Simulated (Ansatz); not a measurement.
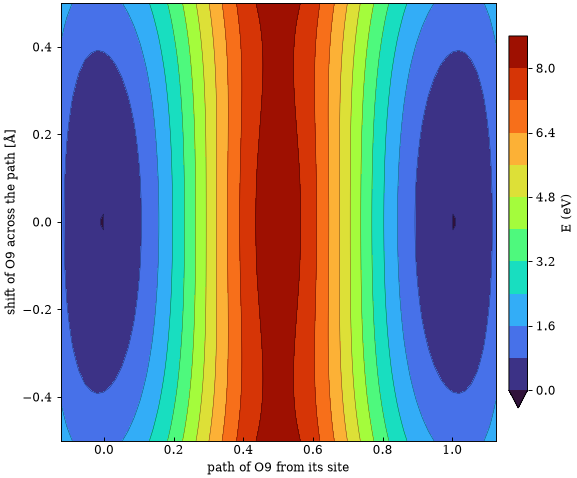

Energy landscape of SiO₂ (P4_2/mnm phase) with one O vacancy (11 atoms in the cell). 
- An atom moved over a plane that holds its own site and a neighbouring vacancy (x along [0 −1 1], y along [0 1 1], z along [−1 0 0] of the conventional cell).
- First axis: path of O9 from its site (0) to the vacancy (1), 2.312 Å. Second axis: shift of O9 across the path, along the Cartesian direction [−1 1 0].
- Nothing is relaxed (all other atoms held at the sites of the perfect crystal).
- The grid has 11 × 9 points; 30 points were computed and 69 follow by symmetry.
- Points are written as (first, second).
- Energies are in eV per cell, from the lowest grid point.
- The band gap closes in part of the range.
- These are results of DFT PBE, scalar-relativistic, plane waves, PAW (Ansatz), not measurements. Settings: cutoff 420 eV, k-mesh 6×6×6, gaussian smearing 0.05 eV, no spin polarisation.

In the figure: filled contours. Between grid points the surface is interpolated. 

What does the map say about the system?

Answer. The lowest grid point is at (0.000, 0.000 Å) [nearest 2 Si at 1.77 Å]; the map holds 2 wells of about this depth. No other kind of well shows on this grid. The highest grid point, (0.500, 0.000 Å) [nearest 2 Si at 1.34 Å], lies 8.4 eV above the lowest. On the interpolated surface the easiest way out of the lowest well to a well of about the same depth near (1.000, 0.000 Å) [nearest 2 Si at 1.77 Å] passes a barrier of about 8.2 eV. Round the minimum the two coordinates are nearly uncoupled.

The whole map (30 points run) took 5 min on 4 threads of Arm Neoverse V1, on a shared host.

PAW datasets: the set soft_1.
